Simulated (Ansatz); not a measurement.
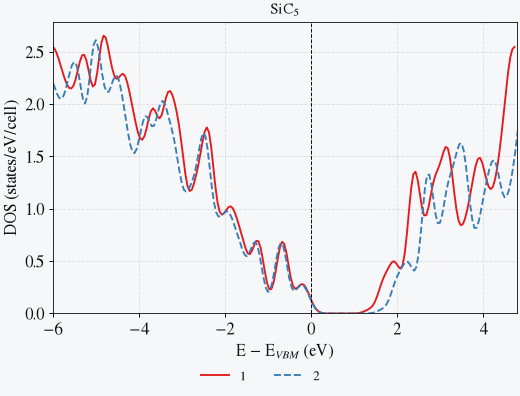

Total densities of states of SiC₅, space group P3m1, 6 atoms in the cell, by two methods on the same cell. The curves are built from the levels of the k mesh with Gaussians 0.3 eV wide, which also blur the band edges. Each is counted from its own valence-band top.

Q: Which curve is which? The methods: PBE, r2SCAN.

A: 1 is PBE; 2 is r2SCAN. PBE gives a gap of 1.37 eV and r2SCAN gives a gap of 1.67 eV.

Settings. PBE: DFT, PBE, plane waves, PAW, no spin polarisation, 12×12×4 k mesh, 420 eV cutoff (Ansatz 0.2.0). r2SCAN: DFT, r2SCAN, plane waves, PAW, no spin polarisation, 12×12×4 k mesh, 500 eV cutoff (Ansatz 0.2.0).

The atoms aren't at rest in this cell (largest force 0.4 eV/Å), so the relaxed material can differ.
